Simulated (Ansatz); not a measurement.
**C: geometry relaxation (part 2 of 2)**

Continued. System: C (4 atoms in the cell). Method: DFT PBE, scalar-relativistic, plane waves, PAW, no spin polarisation (Ansatz 0.2.0); cutoff 420 eV, 12×12×6 k-mesh, Gaussian smearing of 0.02 eV. The structure derives from an entry of the Crystallography Open Database.

Geometry of the input (Å; fractional positions):
```
2.5221  0.0000  0.0000
-1.2610  2.1842  0.0000
0.0000  0.0000  4.1186
C  0.3333  0.6667  0.0625
C  0.6667  0.3333  0.5625
C  0.3333  0.6667  0.4375
C  0.6667  0.3333  0.9375
```

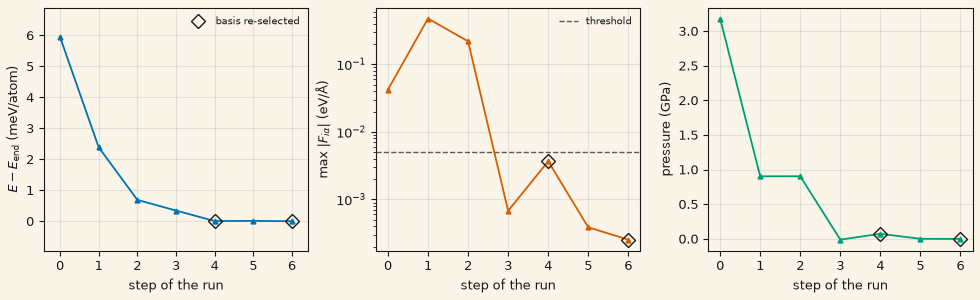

*Progress of the relaxation, step by step (the first geometry is step 0 here and step 1 in the log).*

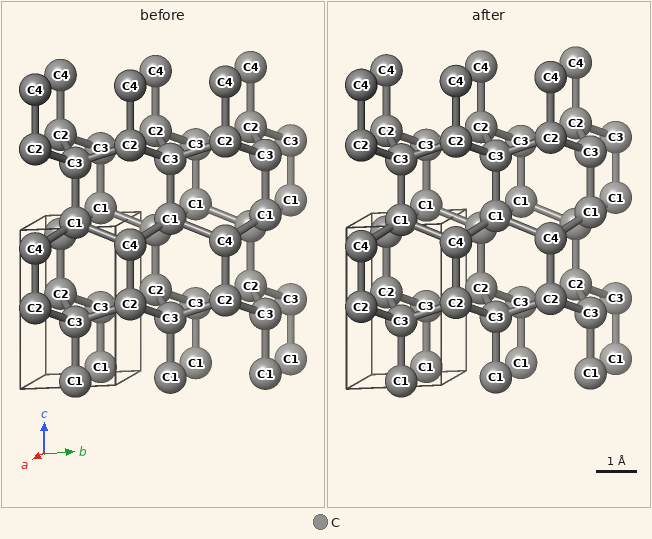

*Before (left) and after (right) the relaxation, at one scale (ball-and-stick view of the cell of the calculation, repeated 2 × 3 × 2, seen slightly off an axis).*

No atom moves by more than 0.005 Å relative to the cell. The drawn cell changes as follows: a = b 2.522 → 2.512 Å (−0.4 %), c 4.119 → 4.180 Å (+1.5 %); the volume changes by +0.7 %. Among the contacts that change: C1–C3 1.544 → 1.566 Å. The space group stays P6_3/mmc (No. 194). Over 4 geometry steps the energy falls by 5.9 meV per atom. The largest force component goes from 0.042 to 0.00025 eV/Å. Pressure: 3.18 GPa at the start and 0.00 GPa at the end. The basis was re-selected once at an unchanged geometry, which shifts the energy a little without any move. The energy change given includes the shifts at the re-selections in mid-walk, which come without any move. A last SCF at the same geometry on a re-selected plane-wave basis shifts the energy by next to nothing (0.0 meV per atom). (Atoms are counted from 1 in the order of the input.)

```
basis re-selected at this cell: Δ(F+E_penalty+E_count) = -4.538e-5 eV, ΔP = -0.001 GPa vs the last step (what re-selecting the basis moved, of the pressure what is left beyond the Pulay correction that the steps carried, after the strain that the cell walked since its last selection, with what the two solves' SCF thresholds leave and, on support functions, any second-order correction that the steps lacked; it is no measure of the basis error at this ecutwfc). This SCF's stress stands 5.97e-3 GPa from its target on what of the cell is left free (relax.cell.stress_tol is 5.00e-2 GPa) and its largest allowed force component is 2.54e-4 eV/Å (relax.f_tol is 5.00e-3 eV/Å): within both
SCF converged after 4 iterations
Free energy (F): -1003.133415 eV
Harris-Foulkes:  -1003.133415 eV  (|F-HF|=1.25e-12)
Internal energy: -1003.133415 eV  (E = F + TS)
E sigma→0 (E₀):  -1003.133415 eV
Fermi energy:    15.159191 eV
--- Per-component energies (eV) ---
  E_band       = 68.189021
  E_kinetic    = 368.246543
  E_local      = -247.581010  (includes V_loc(G=0)·N_el)
  E_nonlocal   = 106.561528
  E_hartree    = 54.587888
  E_xc         = -194.679374
  E_vxc        = -241.675558  (∫ρ·V_xc dr)
  E_paw        = -396.797195  (= ΣΔE_a)
  E_vpaw       = -26.538286  (= ΣTr[D̂ρ^β])
  E_aug_tail   = 0.000034  (compensation charges beyond the density's cutoff)
  E_ewald      = -693.471830
  E_smearing   = -0.000000  (= −TS)
  E_closure    = -0.000000  (closes the sum)
  Σ components = -1003.133415   (vs F -1003.133415, Δ=0.00e0)
--- Forces (eV/Å), atoms counted from 1 ---
  atom   1  C     -0.00000000    -0.00000000    -0.00025396
  atom   2  C      0.00000000     0.00000000    -0.00025396
  atom   3  C     -0.00000000    -0.00000000     0.00025396
  atom   4  C      0.00000000    -0.00000000     0.00025396
  max |Σ_I F_I| component: 1.06e-16 eV/Å
--- Stress (GPa, compression-positive) ---
       -0.004449      -0.000000       0.000000
       -0.000000      -0.004449       0.000000
        0.000000       0.000000       0.005968
  P = ⅓ Tr σ = -0.0010 GPa (-0.010 kbar)
--- Band table (eV; the first three rows and the last of 76) ---
  k-point 0: bands = ["-8.2153", "-2.6763", "-0.1324", "10.4151", "10.4151", "13.0099", "13.4821", "13.4821", "18.4528", "18.4528", "18.8176", "21.5193"]
  k-point 1: bands = ["-8.0285", "-3.7705", "1.2791", "10.5613", "10.5613", "11.8101", "13.1591", "13.1591", "18.8061", "18.8061", "19.4759", "21.4923"]
  k-point 2: bands = ["-7.4705", "-5.2884", "3.7311", "9.2981", "10.9861", "10.9861", "12.4328", "12.4328", "19.6565", "19.6565", "20.4622", "21.3791"]
  k-point 75: bands = ["-0.0745", "-0.0745", "1.0371", "1.0371", "4.0238", "4.0238", "9.2078", "9.2078", "20.8635", "20.8635", "22.5425", "22.5425"]
--- Relaxed structure (5 steps of the walk, 5 accepted, 2 SCFs on fresh bases) ---
  F+E_penalty+E_count = -1003.13341519 eV   max|allowed force component| = 2.540e-4 eV/Å   (the final SCF, on the basis selected at the relaxed cell)
  cell:  # Å, volume = 22.8366 Å³
    - [2.511563551662654, -2.8746920246839962e-11, -2.680944336810617e-35]
    - [-1.2557817758064314, 2.1750778389733023, -8.265093400004328e-36]
    - [-4.377995483495718e-35, -4.0861291179293363e-35, 4.180356799377451]
  atoms:
    - { symbol: C, position: [0.3333333333333333, 0.6666666666666665, 0.06273180247267662] }
    - { symbol: C, position: [0.6666666666666665, 0.33333333333333326, 0.5627318024726764] }
    - { symbol: C, position: [0.3333333333333333, 0.6666666666666665, 0.43726819752732327] }
    - { symbol: C, position: [0.6666666666666665, 0.33333333333333326, 0.9372681975273235] }
```

Trajectory as extended XYZ (Å, eV, eV/Å), 7 frames, from step=1 to step=7:
```
4
Lattice="2.5221 0.0000 0.0000 -1.2610 2.1842 0.0000 0.0000 0.0000 4.1186" Properties=species:S:1:pos:R:3:forces:R:3 step=1 energy=-1003.10962 pressure_GPa=3.18
C     0.0000    1.4561    0.2574    0.0000   0.0000   0.0423
C     1.2610    0.7281    2.3167    0.0000   0.0000   0.0423
C     0.0000    1.4561    1.8019    0.0000   0.0000  -0.0423
C     1.2610    0.7281    3.8612    0.0000   0.0000  -0.0423
4
Lattice="2.5046 0.0000 0.0000 -1.2523 2.1691 0.0000 0.0000 0.0000 4.1920" Properties=species:S:1:pos:R:3:forces:R:3 step=2 energy=-1003.12386 pressure_GPa=0.90
C     0.0000    1.4461    0.2698    0.0000   0.0000  -0.4763
C     1.2523    0.7230    2.3658    0.0000   0.0000  -0.4763
C     0.0000    1.4461    1.8263    0.0000   0.0000   0.4763
C     1.2523    0.7230    3.9223    0.0000   0.0000   0.4763
4
Lattice="2.5114 0.0000 0.0000 -1.2557 2.1750 0.0000 0.0000 0.0000 4.1710" Properties=species:S:1:pos:R:3:forces:R:3 step=3 energy=-1003.13066 pressure_GPa=0.90
C     0.0000    1.4500    0.2647    0.0000   0.0000  -0.2192
C     1.2557    0.7250    2.3502    0.0000   0.0000  -0.2192
C     0.0000    1.4500    1.8208    0.0000   0.0000   0.2192
C     1.2557    0.7250    3.9062    0.0000   0.0000   0.2192
4
Lattice="2.5117 0.0000 0.0000 -1.2558 2.1752 0.0000 0.0000 0.0000 4.1793" Properties=species:S:1:pos:R:3:forces:R:3 step=4 energy=-1003.13203 pressure_GPa=-0.01
C     0.0000    1.4501    0.2622    0.0000   0.0000  -0.0007
C     1.2558    0.7251    2.3519    0.0000   0.0000  -0.0007
C     0.0000    1.4501    1.8274    0.0000   0.0000   0.0007
C     1.2558    0.7251    3.9171    0.0000   0.0000   0.0007
4
Lattice="2.5117 0.0000 0.0000 -1.2558 2.1752 0.0000 0.0000 0.0000 4.1793" Properties=species:S:1:pos:R:3:forces:R:3 step=5 energy=-1003.13339 pressure_GPa=0.07
C     0.0000    1.4501    0.2622    0.0000   0.0000  -0.0037
C     1.2558    0.7251    2.3519    0.0000   0.0000  -0.0037
C     0.0000    1.4501    1.8274    0.0000   0.0000   0.0037
C     1.2558    0.7251    3.9171    0.0000   0.0000   0.0037
4
Lattice="2.5116 0.0000 0.0000 -1.2558 2.1751 0.0000 0.0000 0.0000 4.1804" Properties=species:S:1:pos:R:3:forces:R:3 step=6 energy=-1003.13337 pressure_GPa=-0.00
C     0.0000    1.4501    0.2622    0.0000   0.0000  -0.0004
C     1.2558    0.7250    2.3524    0.0000   0.0000  -0.0004
C     0.0000    1.4501    1.8279    0.0000   0.0000   0.0004
C     1.2558    0.7250    3.9181    0.0000   0.0000   0.0004
4
Lattice="2.5116 0.0000 0.0000 -1.2558 2.1751 0.0000 0.0000 0.0000 4.1804" Properties=species:S:1:pos:R:3:forces:R:3 step=7 energy=-1003.13342 pressure_GPa=-0.00
C     0.0000    1.4501    0.2622    0.0000   0.0000  -0.0003
C     1.2558    0.7250    2.3524    0.0000   0.0000  -0.0003
C     0.0000    1.4501    1.8279    0.0000   0.0000   0.0003
C     1.2558    0.7250    3.9181    0.0000   0.0000   0.0003
```

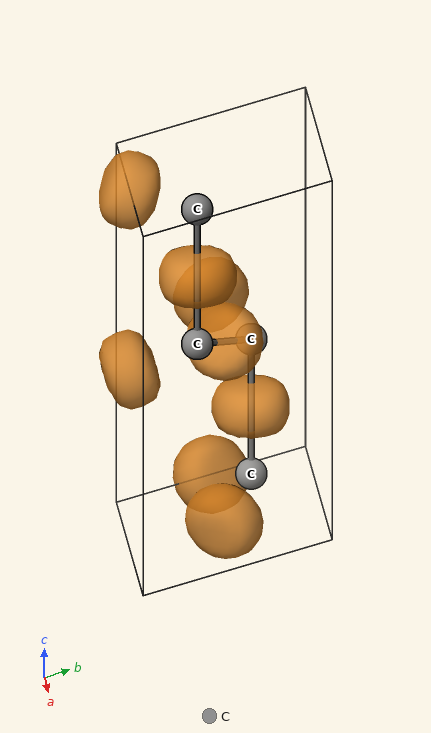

*Isosurface of the ELF at 0.8 (orange), seen at an oblique angle. Core shells and regions of very low density are left out. Sticks mark near contacts. The outline is the cell set on symmetry axes.*

Profiles from the grid: C–C (1.54 Å): the ELF peaks at about 0.95 between the atoms (a shared electron pair). In a PAW calculation such maps are meaningful between the atoms, not at the nuclei.

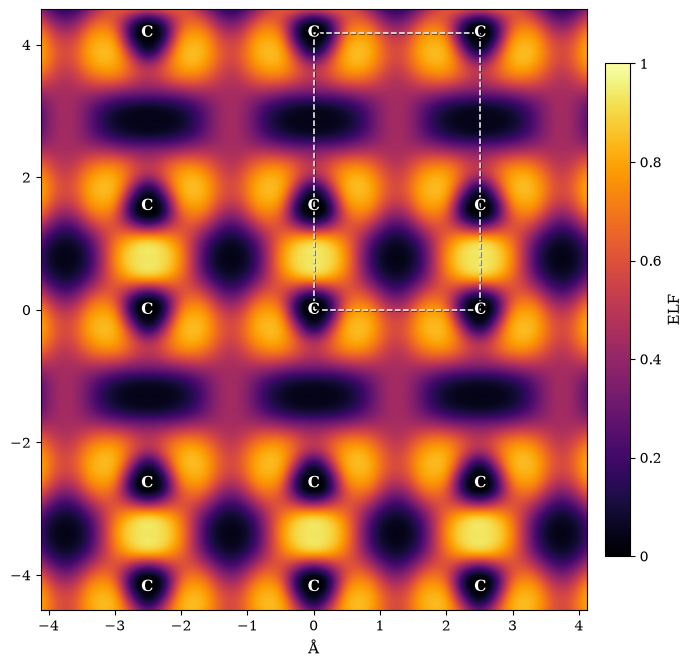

*ELF on the (100) plane of the conventional cell.*
